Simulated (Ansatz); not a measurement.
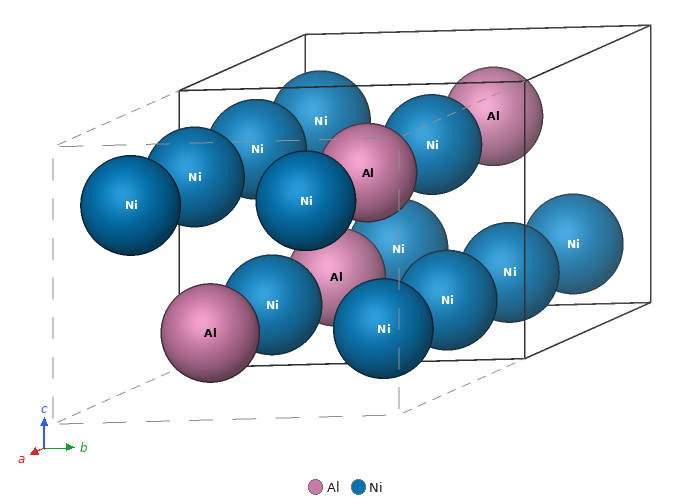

We look at a spheres-only model of the crystal slightly off an axis. Shown are 2×1×1 repeats of the conventional unit cell, one of them outlined in solid lines. Cell: a = 5.004 Å, b = 5.004 Å, c = 4.026 Å, α = 90.00°, β = 90.00°, γ = 120.00°.

Notes on the structure:

- Chemical formula AlNi₃.
- Symmetry: P6_3/mmc (No. 194), primitive hexagonal lattice.
- With Z = 2, the cell contains 2 Al, 6 Ni.
- Each Al has twelve Ni in an anticuboctahedral arrangement at about 2.5 Å. Ni is coordinated by eight Ni and four Al in an anticuboctahedral arrangement (about 2.5 Å to Ni, 2.5 Å to Al).

Starting structure: a structure listed in the Materials Project. It is drawn as it came out of a relaxation with DFT PBEsol, scalar-relativistic, plane waves, PAW (Ansatz).
